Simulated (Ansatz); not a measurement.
## Sr: geometry relaxation (part 2 of 2)

Sr (P6₃/mmc, 4 atoms in the cell); DFT, PBE, PAW with Ansatz's default frozen-core files, scalar-relativistic, no spin polarisation (Ansatz 0.2.0); cutoff 420 eV, 11×11×3 k-mesh, Fermi–Dirac smearing of 0.08 eV. The structure was built on a prototype by a generator; it need not be a known phase. Its volume is 0.49 times that of the source entry. It belongs to a series of runs on one base structure; here: dhcp relaxed under pressure, PAW files.

Geometry of the input (Å; fractional positions):
```
3.3647  0.0000  0.0000
-1.6824  2.9139  0.0000
0.0000  0.0000  10.9354
Sr 0.0000  0.0000  0.0000
Sr 0.0000  0.0000  0.5000
Sr 0.3333  0.6667  0.2500
Sr 0.6667  0.3333  0.7500
```

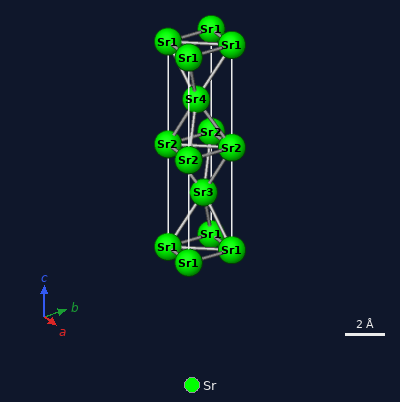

Figure 1. The geometry at step 3 of the log (ball-and-stick view of the cell of the calculation, seen slightly off an axis; atoms are numbered from 1 in the order of the input).

### Output, continued
```
  k-point 1: bands = ["-23.6087", "-23.5560", "-23.3997", "-23.3438", "-6.5171", "-6.2092", "-5.2864", "-4.9844", "-4.9844", "-4.9459", "-4.9459", "-4.9095", "-4.8264", "-4.8264", "-4.7863", "-4.7863", "8.2574", "8.9360", "10.3386", "10.5070", "13.9084", "14.2683", "14.4237", "14.8600"]
  k-point 2: bands = ["-23.6077", "-23.4831", "-23.4433", "-23.3129", "-6.5793", "-5.7917", "-5.7624", "-5.1213", "-5.0360", "-4.9953", "-4.9617", "-4.9344", "-4.8955", "-4.8914", "-4.7859", "-4.7811", "8.2712", "9.9834", "10.0053", "10.7844", "13.5444", "13.7249", "14.1294", "14.4543"]
  k-point 31: bands = ["-23.2797", "-23.2769", "-23.2343", "-23.2316", "-6.2676", "-6.2552", "-6.1512", "-6.0791", "-5.9016", "-5.8799", "-5.7285", "-5.6325", "-5.3693", "-5.2306", "-5.1717", "-5.1327", "11.4369", "11.5670", "12.1520", "12.2772", "12.4716", "12.5880", "12.7148", "12.8275"]
--- Relaxed structure (4 steps of the walk, 4 accepted, 1 SCFs on fresh bases) ---
  F+E_penalty+E_count = -14171.51973594 eV   max|allowed force component| = 1.388e-16 eV/Å   (the final SCF, on the basis selected at the relaxed cell)
  cell:  # Å, volume = 106.2720 Å³
    - [3.3515866469873847, -2.875471174142778e-11, 0.0]
    - [-1.67579332346879, 2.90255917929016, 0.0]
    - [0.0, 0.0, 10.924140479553877]
  atoms:
    - { symbol: Sr, position: [9.878713499146427e-35, -1.3631783587128098e-34, 0.0] }
    - { symbol: Sr, position: [6.562213478471705e-35, -2.6162008904127007e-35, 0.49999999999999994] }
    - { symbol: Sr, position: [0.3333333333333333, 0.6666666666666666, 0.24999999999999997] }
    - { symbol: Sr, position: [0.6666666666666667, 0.33333333333333326, 0.7499999999999999] }
```

### File rho_z.tsv
```
# z_ang	rho[e/angstrom^3]
# format = ansatz-planar-average/11
# lattice	3.351586647	-0.000000000	0.000000000
# lattice	-1.675793323	2.902559179	0.000000000
# lattice	0.000000000	0.000000000	10.924140480
# sites	4
# site	38	0.000000000	-0.000000000	0.000000000
# site	38	0.000000000	-0.000000000	5.462070240
# site	38	0.000000000	1.935039453	2.731035120
# site	38	1.675793324	0.967519726	8.193105360
0.000000	6.789316e-1
0.145655	6.711101e-1
0.291310	6.342555e-1
0.436966	5.505168e-1
0.582621	4.301730e-1
0.728276	3.080082e-1
0.873931	2.137144e-1
1.019586	1.552439e-1
1.165242	1.252320e-1
1.310897	1.137672e-1
1.456552	1.153495e-1
1.602207	1.307710e-1
1.747862	1.669141e-1
1.893518	2.339821e-1
2.039173	3.368103e-1
2.184828	4.619889e-1
2.330483	5.760980e-1
2.476139	6.480493e-1
2.621794	6.758212e-1
2.767449	6.795702e-1
2.913104	6.663317e-1
3.058759	6.182984e-1
3.204415	5.228209e-1
3.350070	3.983717e-1
3.495725	2.812091e-1
3.641380	1.960009e-1
3.787035	1.456283e-1
3.932691	1.210296e-1
4.078346	1.130304e-1
4.224001	1.176646e-1
4.369656	1.373575e-1
4.515311	1.802683e-1
4.660967	2.563647e-1
4.806622	3.670139e-1
4.952277	4.929957e-1
5.097932	5.984426e-1
5.243587	6.578117e-1
5.389243	6.772443e-1
5.534898	6.772443e-1
5.680553	6.578117e-1
5.826208	5.984426e-1
5.971863	4.929957e-1
6.117519	3.670139e-1
6.263174	2.563647e-1
6.408829	1.802683e-1
6.554484	1.373575e-1
6.700139	1.176646e-1
6.845795	1.130304e-1
6.991450	1.210296e-1
7.137105	1.456283e-1
7.282760	1.960009e-1
7.428416	2.812091e-1
7.574071	3.983717e-1
7.719726	5.228209e-1
7.865381	6.182984e-1
8.011036	6.663317e-1
8.156692	6.795702e-1
8.302347	6.758212e-1
8.448002	6.480493e-1
8.593657	5.760980e-1
8.739312	4.619889e-1
8.884968	3.368103e-1
9.030623	2.339821e-1
9.176278	1.669141e-1
9.321933	1.307710e-1
9.467588	1.153495e-1
9.613244	1.137672e-1
9.758899	1.252320e-1
9.904554	1.552439e-1
10.050209	2.137144e-1
10.195864	3.080082e-1
10.341520	4.301730e-1
10.487175	5.505168e-1
10.632830	6.342555e-1
10.778485	6.711101e-1
```

### File v_z.tsv
```
# z_ang	v_es[eV]	v_tot[eV]
# format = ansatz-planar-average/11
# xc	pbe
# density_cutoff_ev	1680
# datasets	Sr=:simpson_from_first_knot:soft
# lattice	3.351586647	-0.000000000	0.000000000
# lattice	-1.675793323	2.902559179	0.000000000
# lattice	0.000000000	0.000000000	10.924140480
# sites	4
# site	38	0.000000000	-0.000000000	0.000000000
# site	38	0.000000000	-0.000000000	5.462070240
# site	38	0.000000000	1.935039453	2.731035120
# site	38	1.675793324	0.967519726	8.193105360
0.000000	-1.220340e1	-2.485270e1
0.145655	-1.094037e1	-2.342133e1
0.291310	-7.478581e0	-1.949151e1
0.436966	-2.735409e0	-1.407527e1
0.582621	2.062086e0	-8.510381e0
0.728276	5.872148e0	-3.910810e0
0.873931	8.334139e0	-6.980118e-1
1.019586	9.773849e0	1.346467e0
1.165242	1.064191e1	2.595036e0
1.310897	1.104931e1	3.181553e0
1.456552	1.099728e1	3.100471e0
1.602207	1.048290e1	2.358943e0
1.747862	9.504550e0	9.462655e-1
1.893518	7.868011e0	-1.343603e0
2.039173	5.086846e0	-4.896054e0
2.184828	9.721460e-1	-9.804066e0
2.330483	-3.919250e0	-1.545289e1
2.476139	-8.445268e0	-2.061611e1
2.621794	-1.141866e1	-2.399253e1
2.767449	-1.205432e1	-2.471363e1
2.913104	-1.018839e1	-2.259644e1
3.058759	-6.307316e0	-1.818178e1
3.204415	-1.440098e0	-1.260352e1
3.350070	3.180126e0	-7.200454e0
3.495725	6.647252e0	-2.942729e0
3.641380	8.797207e0	-6.494003e-2
3.787035	1.005424e1	1.742309e0
3.932691	1.079839e1	2.811164e0
4.078346	1.107993e1	3.224518e0
4.224001	1.090416e1	2.971154e0
4.369656	1.026500e1	2.055388e0
4.515311	9.147604e0	4.438169e-1
4.660967	7.262986e0	-2.134266e0
4.806622	4.132360e0	-6.044943e0
4.952277	-2.669503e-1	-1.122930e1
5.097932	-5.192896e0	-1.688757e1
5.243587	-9.438733e0	-2.171828e1
5.389243	-1.188251e1	-2.448909e1
5.534898	-1.188251e1	-2.448909e1
5.680553	-9.438733e0	-2.171828e1
5.826208	-5.192896e0	-1.688757e1
5.971863	-2.669503e-1	-1.122930e1
6.117519	4.132360e0	-6.044943e0
6.263174	7.262986e0	-2.134266e0
6.408829	9.147604e0	4.438169e-1
6.554484	1.026500e1	2.055388e0
6.700139	1.090416e1	2.971154e0
6.845795	1.107993e1	3.224518e0
6.991450	1.079839e1	2.811164e0
7.137105	1.005424e1	1.742309e0
7.282760	8.797207e0	-6.494003e-2
7.428416	6.647252e0	-2.942729e0
7.574071	3.180126e0	-7.200454e0
7.719726	-1.440098e0	-1.260352e1
7.865381	-6.307316e0	-1.818178e1
8.011036	-1.018839e1	-2.259644e1
8.156692	-1.205432e1	-2.471363e1
8.302347	-1.141866e1	-2.399253e1
8.448002	-8.445268e0	-2.061611e1
8.593657	-3.919250e0	-1.545289e1
8.739312	9.721460e-1	-9.804066e0
8.884968	5.086846e0	-4.896054e0
9.030623	7.868011e0	-1.343603e0
9.176278	9.504550e0	9.462655e-1
9.321933	1.048290e1	2.358943e0
9.467588	1.099728e1	3.100471e0
9.613244	1.104931e1	3.181553e0
9.758899	1.064191e1	2.595036e0
9.904554	9.773849e0	1.346467e0
10.050209	8.334139e0	-6.980118e-1
10.195864	5.872148e0	-3.910810e0
10.341520	2.062086e0	-8.510381e0
10.487175	-2.735409e0	-1.407527e1
10.632830	-7.478581e0	-1.949151e1
10.778485	-1.094037e1	-2.342133e1
```

### Trajectory as extended XYZ (Å, eV, eV/Å), 5 frames, from step=1 to step=5
```
4
Lattice="3.3647 0.0000 0.0000 -1.6824 2.9139 0.0000 0.0000 0.0000 10.9354" Properties=species:S:1:pos:R:3:forces:R:3 step=1 energy=-14171.65967 pressure_GPa=23.45
Sr    0.0000    0.0000    0.0000    0.0000   0.0000   0.0000
Sr    0.0000    0.0000    5.4677    0.0000   0.0000   0.0000
Sr    0.0000    1.9426    2.7338    0.0000   0.0000   0.0000
Sr    1.6824    0.9713    8.2015    0.0000   0.0000   0.0000
4
Lattice="3.3463 0.0000 0.0000 -1.6732 2.8980 0.0000 0.0000 0.0000 10.9025" Properties=species:S:1:pos:R:3:forces:R:3 step=2 energy=-14171.43765 pressure_GPa=24.32
Sr    0.0000    0.0000    0.0000    0.0000   0.0000   0.0000
Sr    0.0000    0.0000    5.4512    0.0000   0.0000   0.0000
Sr    0.0000    1.9320    2.7256    0.0000   0.0000   0.0000
Sr    1.6732    0.9660    8.1768    0.0000   0.0000   0.0000
4
Lattice="3.3520 0.0000 0.0000 -1.6760 2.9029 0.0000 0.0000 0.0000 10.9206" Properties=species:S:1:pos:R:3:forces:R:3 step=3 energy=-14171.51856 pressure_GPa=24.00
Sr    0.0000    0.0000    0.0000    0.0000   0.0000   0.0000
Sr    0.0000    0.0000    5.4603    0.0000   0.0000   0.0000
Sr    0.0000    1.9353    2.7302    0.0000   0.0000   0.0000
Sr    1.6760    0.9676    8.1905    0.0000   0.0000   0.0000
4
Lattice="3.3516 0.0000 0.0000 -1.6758 2.9026 0.0000 0.0000 0.0000 10.9241" Properties=species:S:1:pos:R:3:forces:R:3 step=4 energy=-14171.51977 pressure_GPa=24.00
Sr    0.0000    0.0000    0.0000    0.0000   0.0000   0.0000
Sr    0.0000    0.0000    5.4621    0.0000   0.0000   0.0000
Sr    0.0000    1.9350    2.7310    0.0000   0.0000   0.0000
Sr    1.6758    0.9675    8.1931    0.0000   0.0000   0.0000
4
Lattice="3.3516 0.0000 0.0000 -1.6758 2.9026 0.0000 0.0000 0.0000 10.9241" Properties=species:S:1:pos:R:3:forces:R:3 step=5 energy=-14171.51974 pressure_GPa=24.00
Sr    0.0000    0.0000    0.0000    0.0000   0.0000   0.0000
Sr    0.0000    0.0000    5.4621    0.0000   0.0000   0.0000
Sr    0.0000    1.9350    2.7310    0.0000   0.0000   0.0000
Sr    1.6758    0.9675    8.1931    0.0000   0.0000   0.0000
```

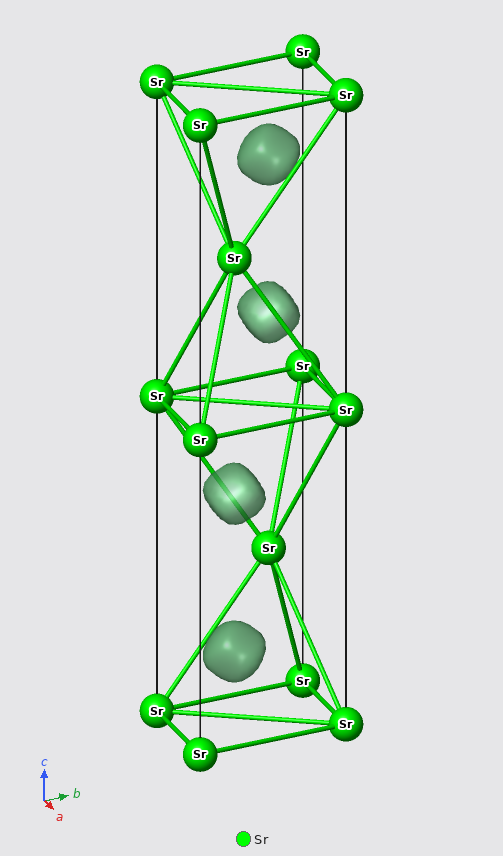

Figure 2. Isosurface of the ELF at 0.6 (green), seen slightly off an axis. Core shells and regions of very low density are left out. Sticks mark near contacts. The outline is the cell set on symmetry axes. Profiles from the grid: Sr–Sr (3.35 Å): the ELF is about 0.10 at the midpoint; no shared electron pair. In a PAW calculation such maps are meaningful between the atoms, not at the nuclei.

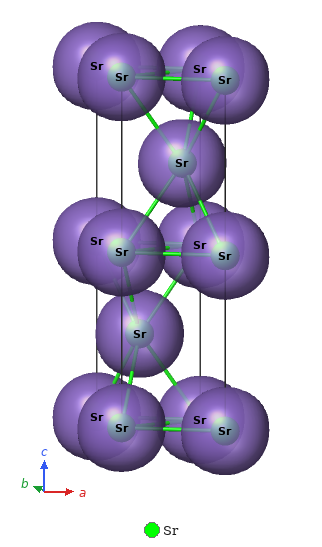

Figure 3. Isosurface of the valence pseudo-density at 0.15 e/Å³ (purple), seen slightly off an axis. Sticks mark near contacts. The outline is the cell set on symmetry axes. At this value the density breaks into separate islands; it holds about 80 % of the electrons treated as valence (semicore included). It is pinched off along the Sr–Sr (3.35 Å) contacts. On the grid the lowest density along these lines, outside the cores, is 0.1 e/Å³ (Sr–Sr, 3.35 Å).

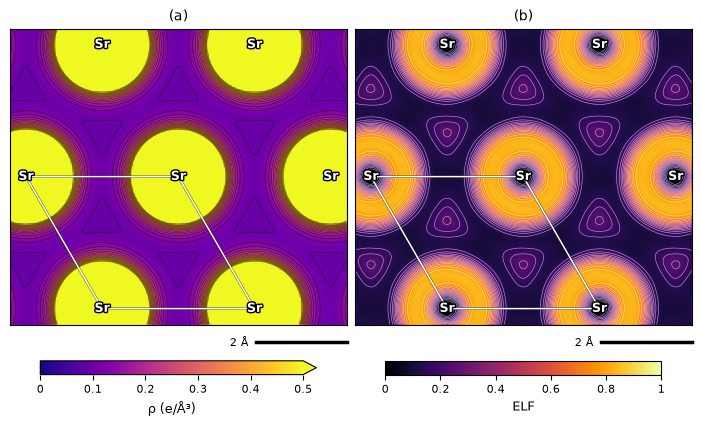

Figure 4. (a) valence electron density; (b) electron localisation function on the (001) plane of the conventional cell. Atoms in the plane: Sr. Sr–Sr (3.35 Å): the density is about 0.1 e/Å³ at the midpoint; the ELF is about 0.10 at the midpoint (no shared electron pair). Away from the nuclei the density in this plane falls to 0.1 e/Å³ at its lowest. The strong features right at Sr lie inside the PAW spheres (semicore, d or f shells) and say nothing about bonding.
